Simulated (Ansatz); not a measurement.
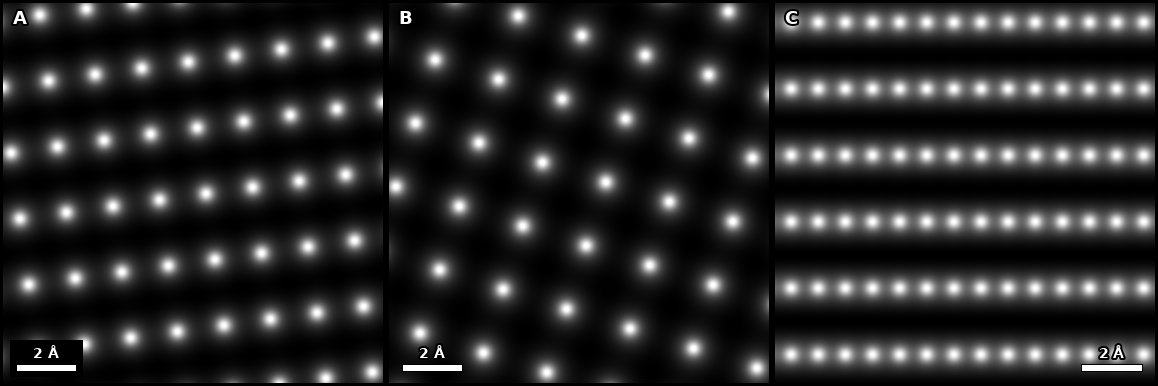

Three views of Al (Im-3m, No. 229) along different zone axes. Computed as the sum of neutral-atom potentials (tabulated electron scattering factors, B = 0.5 Å²) projected along the beam and smoothed by 0.25 Å; brighter is more positive. Model: the geometry relaxed with DFT, PBEsol, plane waves (420 eV) with PAW, scalar-relativistic (Ansatz); the starting structure was generated, so it need not be a known form of this composition.

```
CELL_PARAMETERS angstrom
3.21415 0.00000 0.00000
0.00000 3.21415 0.00000
0.00000 0.00000 3.21415
ATOMIC_POSITIONS crystal
Al 0.00000 0.00000 0.00000
Al 0.50000 0.50000 0.50000
```

Match the panels to the zone axes [001], [110] and [211].

Answer. A is [110]: projected cell 1.61 × 2.27 Å, 90°, plane group p2mm. B is [001]: projected cell 2.27 × 2.27 Å, 90°, plane group p4mm. C is [211]: projected cell 0.93 × 2.27 Å, 90°, plane group p2mm.
